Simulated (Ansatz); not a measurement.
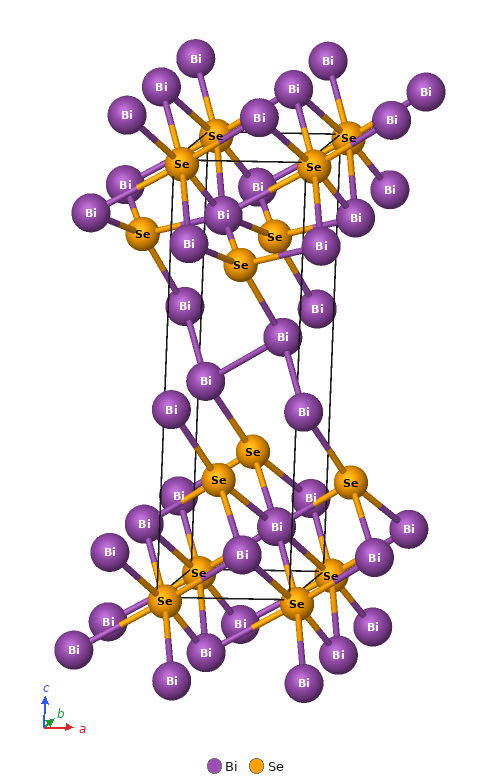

The image is a ball-and-stick drawing of a crystal, viewed slightly off an axis. The cell (the run's own, in a reduced setting) is outlined; an atom on or near a face, edge or corner is repeated at each equivalent position. Bonds that leave the box are completed with the atoms at their other ends.

```yaml
crystal:
  lattice:
    - [-4.26866, 0.00731, 0.00700]
    - [-2.12800, -3.72324, -0.00243]
    - [-0.01764, -2.46324, 13.37450]
  atoms:
    - { symbol: Bi, position: [0.12205, 0.72998, 0.44708] }
    - { symbol: Bi, position: [0.81411, 0.24132, 0.58358] }
    - { symbol: Bi, position: [0.29715, 0.36450, 0.85125] }
    - { symbol: Bi, position: [0.74652, 0.54552, 0.13026] }
    - { symbol: Se, position: [0.39876, 0.13275, 0.26176] }
    - { symbol: Se, position: [0.55692, 0.91074, 0.76891] }
    - { symbol: Se, position: [0.04882, 0.05043, 0.98730] }
```

Calculation details: DFT, PAW plane waves, r2SCAN (Ansatz 0.2.0); a basis cut at 500 eV, k-points about 0.34 Å⁻¹ apart, Fermi-Dirac smearing of 0.1 eV, no spin polarisation.

> Give the Bader charge of each element.

Bi +0.10 to +0.99 e; Se -0.81 to -0.70 e.

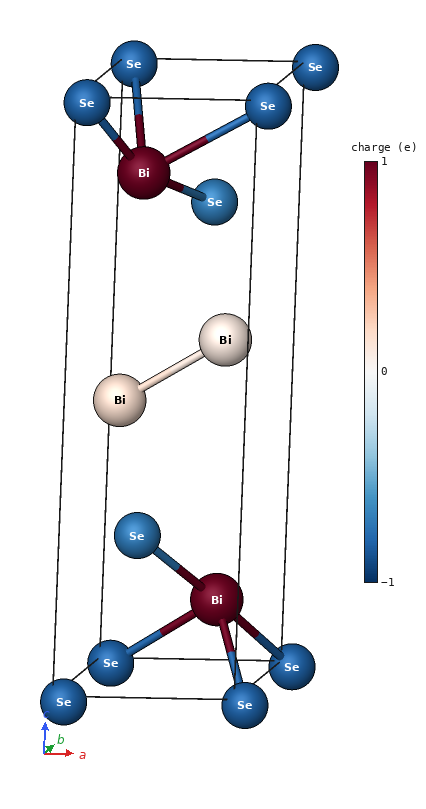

The atoms coloured by those charges.

The model is a known structure type with the cell strained and the atoms shaken on purpose; its atoms and cell weren't optimised. It was run through Ansatz as a DFT input.

At this level of theory the cell isn't at rest (compressed, at 7 GPa and forces up to 7.5 eV/Å), so its distances can differ from those at equilibrium, the more so the softer the solid.
